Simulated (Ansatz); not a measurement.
**Single-point calculation, with input and output: AlN (part 1 of 2)**

The run: single-point calculation of AlN (slab, 32 atoms in the cell). Method and program: DFT PBE+D3(BJ), scalar-relativistic, plane waves, PAW, no spin polarisation (Ansatz 0.2.0).

The structure derives from an entry of the Crystallography Open Database. It belongs to a series of runs on one base structure; here: the slab at its places in the relaxed adsorbed structure. Figures and captions count atoms from 1; the log counts them from 0 in places.

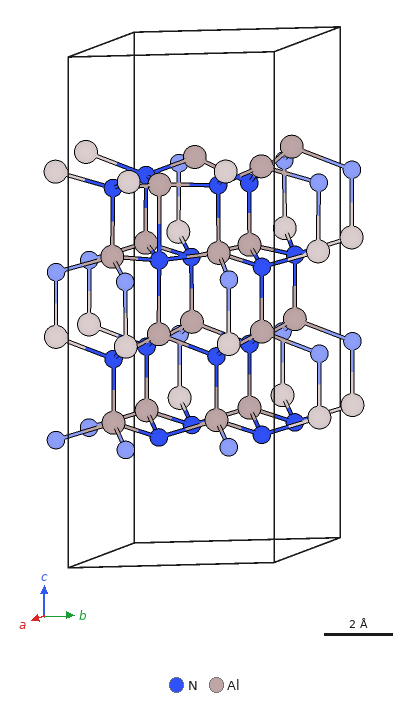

Figure 1. The structure (ball-and-stick view of the cell of the calculation, with the vacuum cut short, seen slightly off an axis; neighbours outside the cell are drawn fainter). Near neighbours in the crystal (not all of them lie inside the picture): N has 3 Al at 1.89 Å; Al has 4 N at 1.84 to 2.26 Å; N has 4 Al at 1.84 to 2.04 Å; N has 5 Al at 1.87 to 2.26 Å; Al has 3 N at 1.84 to 1.94 Å.

### Input file
```yaml
crystal:
  lattice:
    - [6.2188310403, 0.0, 0.0]
    - [-3.1094155201, 5.3856656627, 0.0]
    - [0.0, 0.0, 27.5360460775]
  atoms:
    - { symbol: "N", position: [0.1666666667, 0.3333333333, 0.2905282762] }
    - { symbol: "N", position: [0.1666666667, 0.8333333333, 0.2905282762] }
    - { symbol: "N", position: [0.6666666667, 0.3333333333, 0.2905282762] }
    - { symbol: "N", position: [0.6666666667, 0.8333333333, 0.2905282762] }
    - { symbol: Al, position: [0.3333333333, 0.1666666667, 0.3118846188] }
    - { symbol: Al, position: [0.3333333333, 0.6666666667, 0.3118846188] }
    - { symbol: Al, position: [0.8333333333, 0.1666666667, 0.3118846188] }
    - { symbol: Al, position: [0.8333333333, 0.6666666667, 0.3118846188] }
    - { symbol: "N", position: [0.3333333333, 0.1666666667, 0.3809331322] }
    - { symbol: "N", position: [0.3333333333, 0.6666666667, 0.3809331322] }
    - { symbol: "N", position: [0.8333333333, 0.1666666667, 0.3809331322] }
    - { symbol: "N", position: [0.8333333333, 0.6666666667, 0.3809331322] }
    - { symbol: Al, position: [0.1666666667, 0.3333333333, 0.4022894748] }
    - { symbol: Al, position: [0.1666666667, 0.8333333333, 0.4022894748] }
    - { symbol: Al, position: [0.6666666667, 0.3333333333, 0.4022894748] }
    - { symbol: Al, position: [0.6666666667, 0.8333333333, 0.4022894748] }
    - { symbol: "N", position: [0.164982532, 0.3297511416, 0.4724626258] }
    - { symbol: "N", position: [0.1658713671, 0.8341381931, 0.4720031299] }
    - { symbol: "N", position: [0.6658211045, 0.3341594171, 0.4823460368] }
    - { symbol: "N", position: [0.6702356041, 0.8349972845, 0.4724568305] }
    - { symbol: Al, position: [0.3200420267, 0.1582698739, 0.4930817582] }
    - { symbol: Al, position: [0.3334070518, 0.6665838548, 0.4883247683] }
    - { symbol: Al, position: [0.8381294746, 0.1618508661, 0.4918887298] }
    - { symbol: Al, position: [0.8417282698, 0.6799430487, 0.4930707081] }
    - { symbol: "N", position: [0.3233193816, 0.1608601997, 0.5664048697] }
    - { symbol: "N", position: [0.3341335877, 0.6658800235, 0.5551639911] }
    - { symbol: "N", position: [0.8356008431, 0.1644031982, 0.5661370513] }
    - { symbol: "N", position: [0.8391703652, 0.6766974356, 0.5663993051] }
    - { symbol: Al, position: [0.1737696104, 0.3496138303, 0.5808634566] }
    - { symbol: Al, position: [0.1778702074, 0.8221243347, 0.5894754817] }
    - { symbol: Al, position: [0.6646335266, 0.3354103442, 0.5642805775] }
    - { symbol: Al, position: [0.6504165264, 0.8262286846, 0.5808519713] }
basis:
  ecutwfc: 420
kpoints:
  mp_grid: { grid: [3, 3, 1] }
hamiltonian:
  xc: pbe
  dispersion: d3bj
scf:
  occupations: { method: gaussian, width: 0.05 }
output:
  forces: true
  eigenvalues: true
  write_density: true
  volumetric_format: npy
efield:
  axis: 3
  dipole_correction: true
  ramp_width: 0.04
```

Launch command:
```bash
ansatz run input.yaml --threads 2 --pin off --max-ram 5120MiB --backend cpu --events-out ev --progress --plain --runs-dir out
```

### What the program printed
```
Engine: ansatz 0.2.0, aarch64-unknown-linux-gnu
Pseudopotentials: kind: paw
Pseudopotential: N, paw, valence charge 5, recommended cutoff 420 eV (normal), N.paw.azcp
Pseudopotential: Al, paw, valence charge 3, recommended cutoff 420 eV (normal), Al.paw.azcp
Functional definition: PBE
  parameter kappa = 0.804
  parameter beta = 0.06672455060314922
  exchange = pbe_x(kappa = kappa, mu = beta*pi^2/3)
  correlation = pbe_c(beta = beta)
Crystal: 32 atoms, lattice volume = 922.252 Å³
Basis set: ecut = 420 eV, 18087 PW (Γ), exchange–correlation on 90×90×384 points (8 copies of the dense FFT grid, shifted against one another)
Bands: 96, of which v1, the nominal top of the filled ones, is band 64 counted from 1 (63 counted from 0)
Symmetry: 1 space group operations
Space group: P1 (ITA 1), of the structure as read, at distance tolerance 9.7e-5 Å
k-points: 5 of 9 (time reversal used)
Non-local potential: N, projectors of the file, l = 0: 2, l = 1: 2, l = 2: 1
Non-local potential: Al, projectors of the file, l = 0: 2, l = 1: 2, l = 2: 1
PAW form: soft (Blöchl's): semilocal exchange-correlation on the pseudo side does not see the compensation charge
PAW one-centre angular grid: N, 110 points (default); XC on 64 Gauss nodes
PAW one-centre angular grid: Al, 110 points (default); XC on 64 Gauss nodes
Initial density: superposition of atomic densities (neutral atoms: chi_scale 0, normalization atom), corrected by the library's trained network
Initial wavefunctions: pseudopotential atomic-orbital guess
Functional: x = pbe(κ = 0.804, μ = 0.2195149727645171), c = pbe(β = 0.06672455060314922)
SCF iter   1: F=—  HF=-14779.634405 eV  |F-HF|=—  |Δ(HF+E_count)|=         —  Δρ=4.85e-3  dr2=3.05e0  ethr=1.77e-3  p=0.624 e·Å  D=1.22e-1 V/Å  ΔV_dip=-3.37 eV  dr2_dipole=1.37e0  V_vac-E_F(+/−)=4.06/7.43 eV  ⟨swp⟩=9.4  Hψ=2910  notcnv=0  defer=97
efield: sawtooth ramp at fractional position 0.9200 (placed from the atoms, in the widest stretch of the axis that holds none; the zero of the levels goes with the place), width 0.0400; the density the first Hamiltonian is built on has a dipole p = 0.624 e·Å; the dipole correction subtracts the counter field D = 1.22e-1 V/Å, which shifts the + side's vacuum level by -3.37 eV against the − side's; the planar-averaged density in the ramp window peaks in size at 4.4e-6 e/Å³
preconditioner: auto → LDOS  [metal: Δε(μ)=0.039 eV  Ē_g=11.766 eV  σ=0.050 eV  W_gap=0.41  n_scr=94 (ndim 8)  ℏωp=13.8 eV  f_vac=0.568  D(μ)=34.96/eV (n_scr^D=304)  β→1.0]
SCF iter   2: F=—  HF=-14779.496862 eV  |F-HF|=—  |Δ(HF+E_count)|=   1.38e-1  Δρ=3.41e-3  dr2=2.82e-1  ethr=1.77e-3  p=0.626 e·Å  D=1.23e-1 V/Å  ΔV_dip=-3.38 eV  dr2_dipole=3.69e-2  V_vac-E_F(+/−)=4.13/7.51 eV  ⟨swp⟩=2.0  Hψ=586  notcnv=0  defer=116
SCF iter   3: F=—  HF=-14779.626057 eV  |F-HF|=—  |Δ(HF+E_count)|=   1.29e-1  Δρ=8.26e-3  dr2=5.22e0  ethr=2.21e-4  p=0.583 e·Å  D=1.14e-1 V/Å  ΔV_dip=-3.15 eV  dr2_dipole=2.58e0  V_vac-E_F(+/−)=4.43/7.58 eV  ⟨swp⟩=3.2  Hψ=747  notcnv=0  defer=123  recentre
SCF iter   4: F=—  HF=-14779.490933 eV  |F-HF|=—  |Δ(HF+E_count)|=   1.35e-1  Δρ=2.06e-3  dr2=1.54e-1  ethr=2.21e-4  p=0.626 e·Å  D=1.23e-1 V/Å  ΔV_dip=-3.38 eV  dr2_dipole=3.23e-2  V_vac-E_F(+/−)=4.22/7.60 eV  ⟨swp⟩=2.6  Hψ=781  notcnv=0  defer=123
SCF iter   5: F=—  HF=-14779.501580 eV  |F-HF|=—  |Δ(HF+E_count)|=   1.06e-2  Δρ=3.03e-3  dr2=7.19e-1  ethr=1.21e-4  p=0.605 e·Å  D=1.19e-1 V/Å  ΔV_dip=-3.27 eV  dr2_dipole=3.69e-1  V_vac-E_F(+/−)=4.37/7.64 eV  ⟨swp⟩=2.4  Hψ=487  notcnv=0  defer=121  recentre
SCF iter   6: F=—  HF=-14779.490363 eV  |F-HF|=—  |Δ(HF+E_count)|=   1.12e-2  Δρ=1.65e-3  dr2=1.02e-1  ethr=1.21e-4  p=0.623 e·Å  D=1.22e-1 V/Å  ΔV_dip=-3.37 eV  dr2_dipole=4.11e-2  V_vac-E_F(+/−)=4.33/7.70 eV  ⟨swp⟩=1.0  Hψ=359  notcnv=0  defer=121
SCF iter   7: F=—  HF=-14779.486712 eV  |F-HF|=—  |Δ(HF+E_count)|=   3.65e-3  Δρ=1.36e-3  dr2=6.45e-2  ethr=7.99e-5  p=0.638 e·Å  D=1.25e-1 V/Å  ΔV_dip=-3.45 eV  dr2_dipole=2.72e-2  V_vac-E_F(+/−)=4.29/7.73 eV  ⟨swp⟩=2.2  Hψ=469  notcnv=0  defer=121
SCF iter   8: F=—  HF=-14779.484696 eV  |F-HF|=—  |Δ(HF+E_count)|=   2.02e-3  Δρ=1.19e-3  dr2=4.88e-2  ethr=5.04e-5  p=0.646 e·Å  D=1.27e-1 V/Å  ΔV_dip=-3.49 eV  dr2_dipole=2.13e-2  V_vac-E_F(+/−)=4.25/7.74 eV  ⟨swp⟩=1.2  Hψ=474  notcnv=0  defer=121
SCF iter   9: F=—  HF=-14779.483599 eV  |F-HF|=—  |Δ(HF+E_count)|=   1.10e-3  Δρ=9.98e-4  dr2=4.14e-2  ethr=3.81e-5  p=0.649 e·Å  D=1.27e-1 V/Å  ΔV_dip=-3.51 eV  dr2_dipole=1.92e-2  V_vac-E_F(+/−)=4.22/7.73 eV  ⟨swp⟩=1.0  Hψ=359  notcnv=0  defer=121
SCF iter  10: F=—  HF=-14779.481720 eV  |F-HF|=—  |Δ(HF+E_count)|=   1.88e-3  Δρ=8.35e-4  dr2=3.23e-2  ethr=3.24e-5  p=0.655 e·Å  D=1.29e-1 V/Å  ΔV_dip=-3.54 eV  dr2_dipole=1.53e-2  V_vac-E_F(+/−)=4.18/7.72 eV  ⟨swp⟩=1.4  Hψ=446  notcnv=0  defer=121
SCF iter  11: F=—  HF=-14779.479286 eV  |F-HF|=—  |Δ(HF+E_count)|=   2.43e-3  Δρ=5.96e-4  dr2=1.97e-2  ethr=2.52e-5  p=0.665 e·Å  D=1.30e-1 V/Å  ΔV_dip=-3.59 eV  dr2_dipole=9.91e-3  V_vac-E_F(+/−)=4.11/7.70 eV  ⟨swp⟩=1.2  Hψ=362  notcnv=0  defer=121
SCF iter  12: F=—  HF=-14779.477163 eV  |F-HF|=—  |Δ(HF+E_count)|=   2.12e-3  Δρ=2.96e-4  dr2=5.83e-3  ethr=1.54e-5  p=0.680 e·Å  D=1.34e-1 V/Å  ΔV_dip=-3.68 eV  dr2_dipole=3.24e-3  V_vac-E_F(+/−)=4.02/7.69 eV  ⟨swp⟩=1.8  Hψ=537  notcnv=0  defer=121
SCF iter  13: F=—  HF=-14779.476237 eV  |F-HF|=—  |Δ(HF+E_count)|=   9.26e-4  Δρ=1.16e-4  dr2=5.60e-4  ethr=4.55e-6  p=0.700 e·Å  D=1.37e-1 V/Å  ΔV_dip=-3.78 eV  dr2_dipole=2.50e-4  V_vac-E_F(+/−)=3.92/7.70 eV  ⟨swp⟩=2.0  Hψ=534  notcnv=0  defer=121
SCF iter  14: F=—  HF=-14779.476154 eV  |F-HF|=—  |Δ(HF+E_count)|=   8.27e-5  Δρ=7.34e-5  dr2=1.28e-4  ethr=4.38e-7  p=0.705 e·Å  D=1.38e-1 V/Å  ΔV_dip=-3.81 eV  dr2_dipole=4.75e-5  V_vac-E_F(+/−)=3.90/7.71 eV  ⟨swp⟩=2.0  Hψ=674  notcnv=0  defer=121
SCF iter  15: F=—  HF=-14779.476134 eV  |F-HF|=—  |Δ(HF+E_count)|=   2.08e-5  Δρ=5.13e-5  dr2=3.16e-5  ethr=1.00e-7  p=0.709 e·Å  D=1.39e-1 V/Å  ΔV_dip=-3.83 eV  dr2_dipole=1.50e-6  V_vac-E_F(+/−)=3.88/7.71 eV  ⟨swp⟩=2.2  Hψ=604  notcnv=0  defer=121
SCF iter  16: F=—  HF=-14779.476110 eV  |F-HF|=—  |Δ(HF+E_count)|=   2.32e-5  Δρ=3.22e-5  dr2=1.10e-5  ethr=2.47e-8  p=0.710 e·Å  D=1.39e-1 V/Å  ΔV_dip=-3.83 eV  dr2_dipole=2.38e-7  V_vac-E_F(+/−)=3.88/7.72 eV  ⟨swp⟩=3.0  Hψ=812  notcnv=0  defer=123
SCF iter  17: F=—  HF=-14779.476119 eV  |F-HF|=—  |Δ(HF+E_count)|=   8.45e-6  Δρ=1.96e-5  dr2=4.13e-6  ethr=8.59e-9  p=0.710 e·Å  D=1.39e-1 V/Å  ΔV_dip=-3.83 eV  dr2_dipole=5.22e-8  V_vac-E_F(+/−)=3.88/7.72 eV  ⟨swp⟩=2.0  Hψ=609  notcnv=0  defer=123
SCF iter  18: F=—  HF=-14779.476125 eV  |F-HF|=—  |Δ(HF+E_count)|=   5.82e-6  Δρ=1.19e-5  dr2=1.77e-6  ethr=3.22e-9  p=0.710 e·Å  D=1.39e-1 V/Å  ΔV_dip=-3.84 eV  dr2_dipole=1.06e-8  V_vac-E_F(+/−)=3.88/7.72 eV  ⟨swp⟩=2.2  Hψ=611  notcnv=0  defer=123
SCF iter  19: F=—  HF=-14779.476126 eV  |F-HF|=—  |Δ(HF+E_count)|=   1.63e-6  Δρ=8.61e-6  dr2=9.36e-7  ethr=1.38e-9  p=0.710 e·Å  D=1.39e-1 V/Å  ΔV_dip=-3.84 eV  dr2_dipole=1.48e-9  V_vac-E_F(+/−)=3.88/7.72 eV  ⟨swp⟩=2.0  Hψ=589  notcnv=0  defer=123
SCF iter  20: F=—  HF=-14779.476128 eV  |F-HF|=—  |Δ(HF+E_count)|=   1.32e-6  Δρ=5.08e-6  dr2=3.41e-7  ethr=7.31e-10  p=0.710 e·Å  D=1.39e-1 V/Å  ΔV_dip=-3.84 eV  dr2_dipole=3.61e-10  V_vac-E_F(+/−)=3.88/7.72 eV  ⟨swp⟩=2.0  Hψ=584  notcnv=0  defer=123
SCF iter  21: F=-14779.476129 eV  HF=-14779.476128 eV  |F-HF|=2.80e-7  |Δ(HF+E_count)|=   7.92e-7  Δρ=2.05e-6  dr2=5.92e-8  ethr=7.81e-11  p=0.710 e·Å  D=1.39e-1 V/Å  ΔV_dip=-3.84 eV  dr2_dipole=4.93e-11  V_vac-E_F(+/−)=3.88/7.72 eV  ⟨swp⟩=26.2  Hψ=4695  notcnv=0
SCF 1 converged in 21 iterations: F = -14779.476129 eV  dr2 = 5.92e-8
  greatest PAW one-centre occupation: 0.802 electrons in one spin orbital (limit 2), on the N atom at site 25 (counted from 0), in its partial waves of l = 0
```

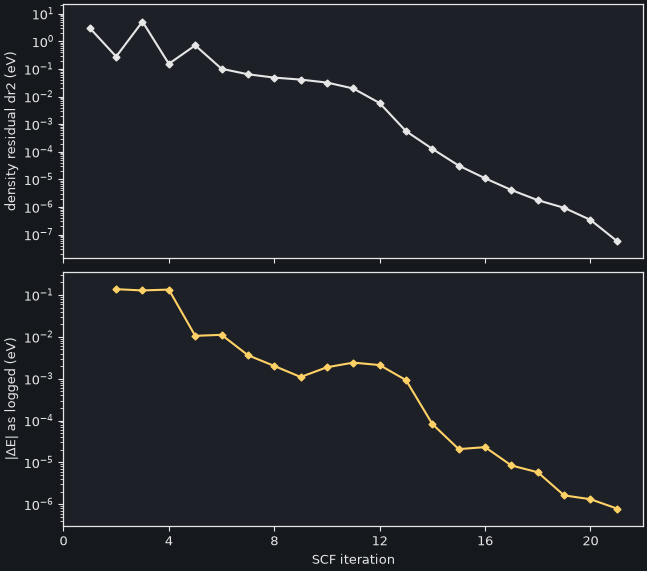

Figure 2. Convergence of the self-consistent field: density residual dr2 and size of the energy change against the SCF iteration. The residual falls unevenly and jumps up by a factor of two or more 2 times on the way down.

```
SCF converged after 21 iterations
Free energy (F): -14779.476129 eV
Harris-Foulkes:  -14779.476128 eV  (|F-HF|=2.80e-7)
Internal energy: -14779.436538 eV  (E = F + TS)
E sigma→0 (E₀):  -14779.456333 eV
Entropy (-TS):   -0.039590 eV (-1.237 meV/atom)
Fermi energy:    -0.326761 eV
Dipole field:    D = 0.139328 V/Å  (p = 0.710113 e·Å, saw-weighted, corrected)
Work function:   Φ+ = 3.8824 eV   Φ− = 7.7190 eV
Levels:          The Fermi level and band energies are counted from a zero that moves with the ramp; work functions are not
--- Per-component energies (eV) ---
  E_band       = -940.195758
  E_kinetic    = 2524.883594
  E_local      = -87584.468396  (includes V_loc(G=0)·N_el)
  E_nonlocal   = 891.146118
  E_hartree    = 42652.588194
  E_xc         = -1617.012757
  E_vxc        = -1710.558011  (∫ρ·V_xc dr)
  E_paw        = -9519.647666  (= ΣΔE_a)
  E_vpaw       = -369.170697  (= ΣTr[D̂ρ^β])
  E_aug_tail   = 0.001531  (compensation charges beyond the density's cutoff)
  E_efield     = 0.049469  (sawtooth field / dipole correction)
  E_vefield    = 2.817293  (∫n·V_field dr)
  E_ewald      = 37879.853692
  E_disp       = -6.830317  (pairwise vdW)
  E_smearing   = -0.039590  (= −TS)
  E_closure    = -0.000000  (closes the sum)
  Σ components = -14779.476129   (vs F -14779.476129, Δ=0.00e0)
```
